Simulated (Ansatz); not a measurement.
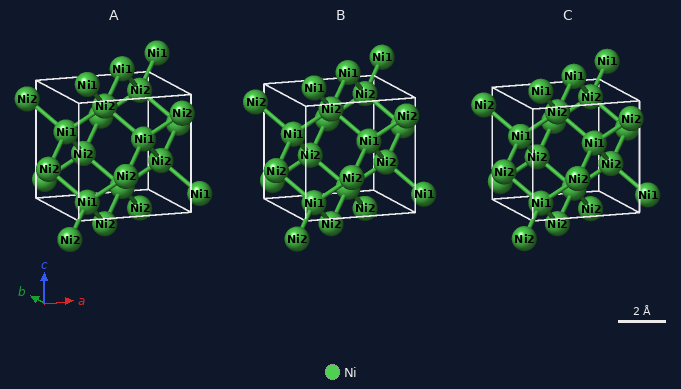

3 geometries from one relaxation of crystalline Ni (a generated structure, set up in Fd-3m), in shuffled order. A ball-and-stick model of the conventional cell (4 times the calculation's cell), seen slightly off an axis. Lengths and directions refer to the drawn axes.

Phase: diamond.

The calculation used DFT, RPBE, plane waves (420 eV) with PAW, scalar-relativistic (Ansatz). (plane-wave cutoff 420 eV; k-point mesh 11 × 11 × 11; occupations fermi dirac; smearing width 0.05 eV; collinear spin; cell and atoms relaxed; force threshold 0.01 eV/Å; at most 60 steps)

> Put them in the order of the run, from the start to the converged end.

C, B, A. They are steps 0, 1, 6, at +0.234 eV per cell of the calculation, +55.8 meV per cell of the calculation relative to the last. After 4 accepted moves (6 points after the start) the energy has fallen by 0.234 eV per cell of the calculation. All forces vanish by symmetry, so only the cell relaxes. Pressure: 17.78 GPa at the start and 0.01 GPa at the end. At 2 points the geometry stayed and the basis and grid were re-selected for the new cell (energy shift of 2.9 meV per cell of the calculation at most each time). The atoms keep their places relative to the cell (all moves are under 0.005 Å). The drawn cell changes as follows: a = b = c 4.907 → 5.164 Å (+5.2 %); the volume changes by +16.6 %. Near-neighbour distances that change, for instance: Ni1–Ni2 2.125 → 2.236 Å. The space group stays Fd-3m (No. 227). The run took about 40 core-seconds on a shared host.
